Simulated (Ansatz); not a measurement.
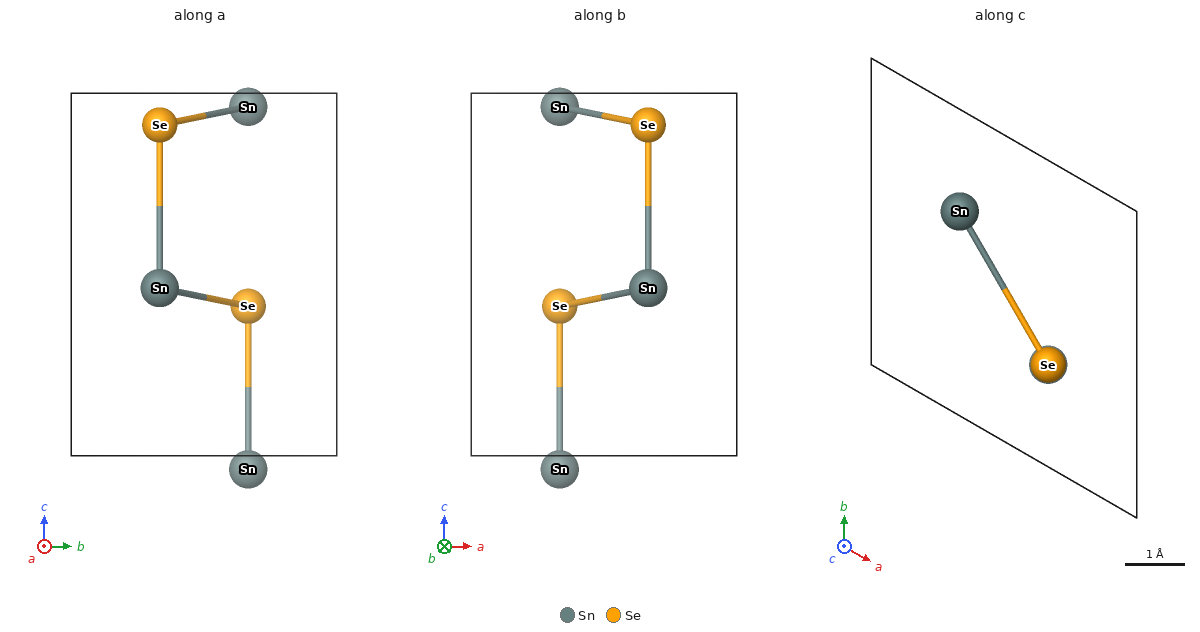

Crystal structure, ball-and-stick style, seen along the a axis, along the b axis and along the c axis. The conventional unit cell is drawn as a box.

Lattice parameters: a = 5.2016 Å, b = 5.2016 Å, c = 6.1518 Å, α = 90.000°, β = 90.000°, γ = 120.000°.

Q: Put the structure into a CIF in P1 with every atom of the cell, with free fractional coordinates to two decimals.

A:
```cif
data_structure
_symmetry_space_group_name_H-M 'P 1'
_symmetry_Int_Tables_number 1
_cell_length_a 5.2016
_cell_length_b 5.2016
_cell_length_c 6.1518
_cell_angle_alpha 90.000
_cell_angle_beta 90.000
_cell_angle_gamma 120.000
_cell_volume 144.15
loop_
_atom_site_label
_atom_site_type_symbol
_atom_site_fract_x
_atom_site_fract_y
_atom_site_fract_z
_atom_site_occupancy
Sn1 Sn 0.3333 0.6667 0.96 1
Sn2 Sn 0.6667 0.3333 0.46 1
Se1 Se 0.3333 0.6667 0.41 1
Se2 Se 0.6667 0.3333 0.91 1
```

The initial geometry was a structure type filled with these elements by a generator (whether the compound takes this form wasn't checked). The cell was then strained or its atoms displaced on purpose. A calculation with Ansatz used it as input.
